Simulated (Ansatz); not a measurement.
A periodic structure is given below.

```
CELL_PARAMETERS angstrom
-4.69531 -2.71084 5.01802
4.69531 -2.71084 5.01802
0.00000 5.42167 5.01802
ATOMIC_POSITIONS crystal
Sc 0.60749 0.60749 0.27416
Al 0.61197 0.27439 0.61305
Al 0.27439 0.94638 0.27864
Al 0.94638 0.27439 0.27864
Al 0.27439 0.61197 0.61305
Al 0.61197 0.94638 0.94106
Al 0.27870 0.27870 0.94537
Al 0.94343 0.94343 0.61010
Al 0.94638 0.61197 0.94106
Al 0.89124 0.55578 0.55791
Al 0.88924 0.22184 0.88851
Al 0.55578 0.89124 0.55791
Al 0.22184 0.22184 0.55590
Al 0.55589 0.55589 0.88279
Al 0.89124 0.89124 0.22245
Al 0.55589 0.21612 0.22256
Al 0.22184 0.88924 0.88851
Al 0.21612 0.55589 0.22256
N 0.74536 0.74536 0.41203
N 0.73901 0.40352 0.73675
N 0.40352 0.07009 0.40568
N 0.07009 0.40352 0.40568
N 0.40352 0.73901 0.73675
N 0.73901 0.07009 0.07018
N 0.40737 0.40737 0.07403
N 0.07137 0.07137 0.73804
N 0.07009 0.73901 0.07018
N 0.68759 0.32835 0.35426
N 0.68257 0.01708 0.68375
N 0.32835 0.68759 0.35426
N 0.01708 0.01708 0.34924
N 0.34982 0.34982 0.68323
N 0.68759 0.68759 0.99501
N 0.34982 0.01656 0.01649
N 0.01708 0.68257 0.68375
N 0.01656 0.34982 0.01649
```

Question: Interpret the file: composition, symmetry and coordination.

Answer: It has the composition ScAl17N18. It belongs to space group R3m (No. 160) and has a rhombohedral (trigonal R) lattice. The cell comprises 1 formula unit: 1 Sc, 17 Al, 18 N. The coordination shell of Sc holds five N at 2.04 to 3.01 Å. About every Al there are four N in a tetrahedral arrangement at 1.87 to 1.94 Å. Within bonding distance, the neighbour counts come to N 4 to 5 (mean 4.1). The bonds build a three-dimensional framework.

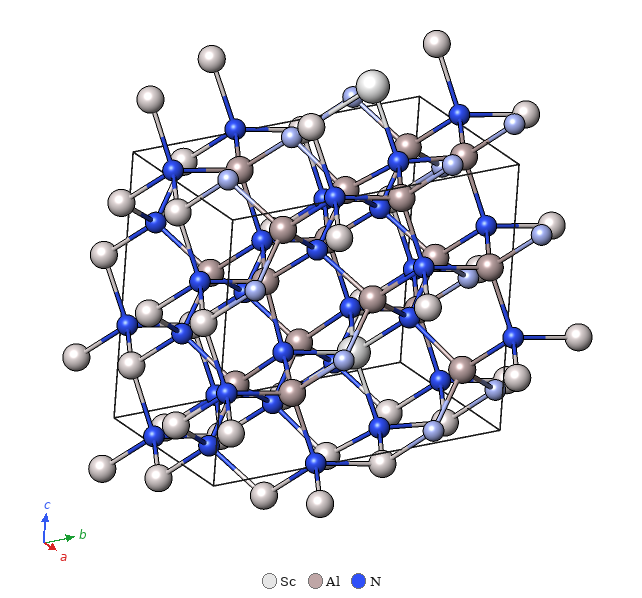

Ball-and-stick drawing of the structure, looking slightly off an axis. The simulation cell is outlined; an atom on or near a face, edge or corner is repeated at each equivalent position. Atoms of adjacent cells appear where they bond to atoms in the box, in fainter colours.

Its origin is a structure listed in the Materials Project, repeated into a supercell with a point defect put in. The atoms were relaxed in a fixed cell with DFT PBE, scalar-relativistic, plane waves, PAW in Ansatz.
